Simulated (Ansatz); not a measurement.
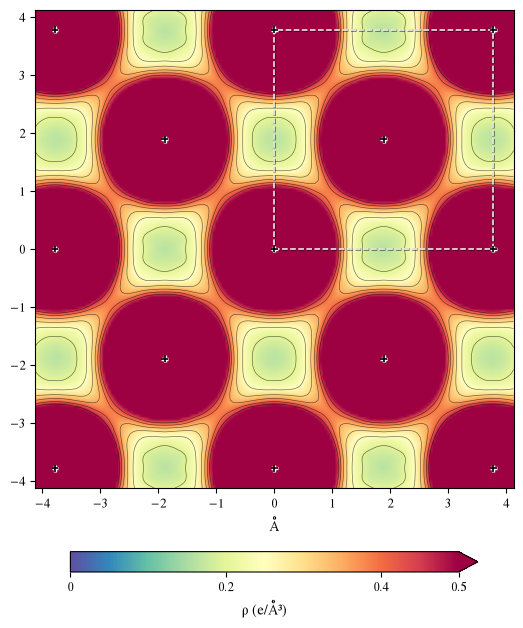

The valence electron density on a plane through atoms (crosses mark nuclei in the plane).

Computed with Ansatz 0.2.0, DFT PBEsol, scalar-relativistic, plane waves, PAW.

Candidates:
A. SnSe, a = 5.95 Å, b = 5.95 Å, c = 5.95 Å, α = 90.00°, β = 90.00°, γ = 90.00°. Space group Fm-3m.
B. AlP, a = 5.47 Å, b = 5.47 Å, c = 5.47 Å, α = 90.00°, β = 90.00°, γ = 90.00°. Space group F-43m.
C. Rh, a = 3.78 Å, b = 3.78 Å, c = 3.78 Å, α = 90.00°, β = 90.00°, γ = 90.00°. Space group Fm-3m; a structure from a database of computed crystals, not necessarily the ambient phase; computed without spin polarisation.

Which system is this?

Answer. Candidate C: Rh on the (010) plane of the conventional cell, which holds Rh. Rh–Rh (2.67 Å): ρ is about 0.38 e/Å³ halfway.
